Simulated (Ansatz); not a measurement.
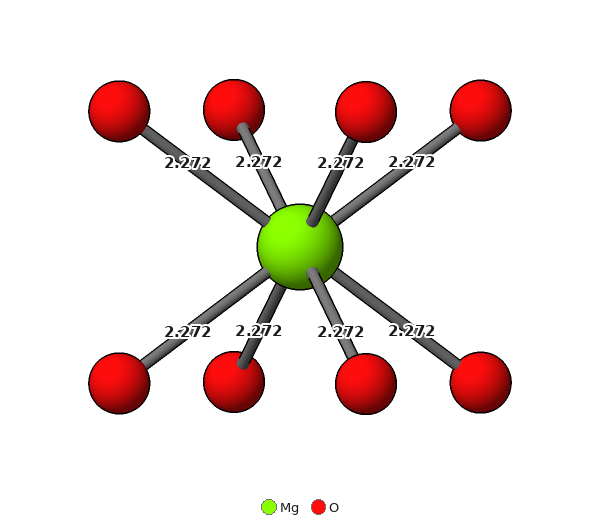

The surroundings of site Mg1 (at 0.000, 0.000, 0.000) in MgO (Pm-3m), with bond lengths in Å.

Origin of the cell: coordinates from a relaxation with DFT, r2SCAN, plane waves, PAW (Ansatz); the starting structure was generated, so it need not be a known form of this composition.

```
CELL_PARAMETERS angstrom
2.62335 0.00000 0.00000
0.00000 2.62335 0.00000
0.00000 0.00000 2.62335
ATOMIC_POSITIONS crystal
Mg 0.00000 0.00000 0.00000
O 0.50000 0.50000 0.50000
```

Bond valence s = exp((R0 − d)/b), R0 fitted to published crystal structures with b = 0.37 Å; R0 in Å: Mg2+–O 1.677.

> Calculate the bond-valence sum of Mg1 from the bonds drawn.

8 × 0.200 = 1.60 v.u., against a formal valence of 2: underbonded (bonds long for this ion) by 0.40.

> And over the whole structure?

```json
{"site": "Mg1", "x, y, z": "0.000, 0.000, 0.000", "formal valence": "+2", "bond-valence sum": "1.62", "difference": "-0.38"}
{"site": "O1", "x, y, z": "0.500, 0.500, 0.500", "formal valence": "−2", "bond-valence sum": "1.62", "difference": "-0.38"}
```

These sums include all anions within 5 Å. The global instability index (root mean square of the differences over all atoms) is 0.38 v.u.: above 0.2, which by the usual rule of thumb marks a strained structure.
